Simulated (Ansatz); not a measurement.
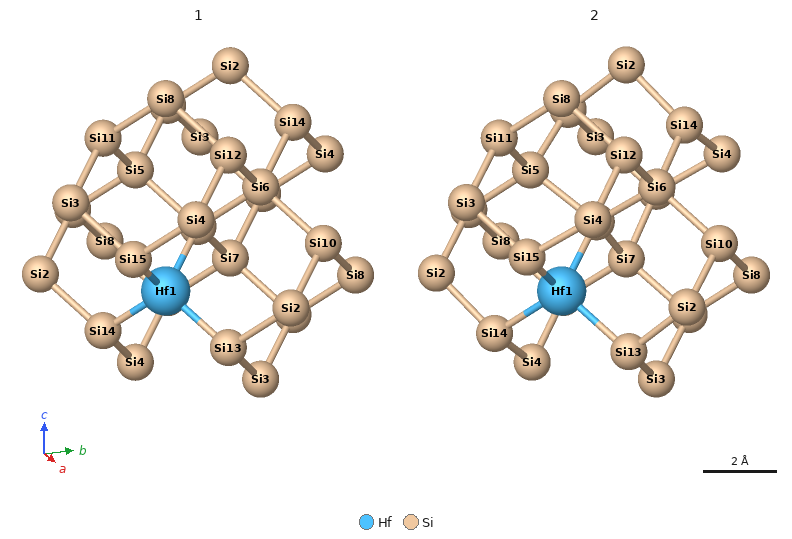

Two geometries of a defect cell of composition HfSi$_{15}$, drawn at one scale. One is the start of a relaxation, the other its converged end. Style: ball-and-stick. Shown: the atoms within 5.0 Å of the atom that moves most (axes of the conventional cell (4 times the calculation's cell) (origin shifted)), slightly off an axis. Lengths and directions refer to the drawn axes.

Level of theory: DFT PBE, scalar-relativistic, plane waves, PAW in Ansatz. Settings: plane-wave cutoff 420 eV; k-point mesh 2 × 2 × 2; occupations gaussian; smearing width 0.01 eV; no spin polarisation; atoms relaxed in a fixed cell; force threshold 0.025 eV/Å; at most 45 steps.

**Which one is relaxed?**

Structure 2 is the relaxed one. Case: Hf on a Si site (b), charge +0, atoms relaxed at the host's cell. Over 3 geometry steps the energy falls by 1.041 eV per cell of the calculation. The largest force component goes from 1.9 to 0.019 eV/Å. The largest moves, 0.17 Å, are those of Si atoms. Hf stays in place. The cell stays as it was. Some distances before and after: Hf–Si 2.369 → 2.538 Å, Si–Si 2.369 → 2.333 Å, Si–Si 2.369 → 2.358 Å. Among the angles between lasting bonds that change: Si–Si–Si 109.5° → 100.7°, Hf–Si–Si 109.5° → 105.1°, Si–Si–Si 109.5° → 113.5°. Cost: 5.4 s on 4 threads of Arm Neoverse V1, with other jobs on the host, peak memory 0.67 GiB.

Limits of the set-up: the periodic images lie only 7.7 Å apart, so the values are limited by the cell's size.
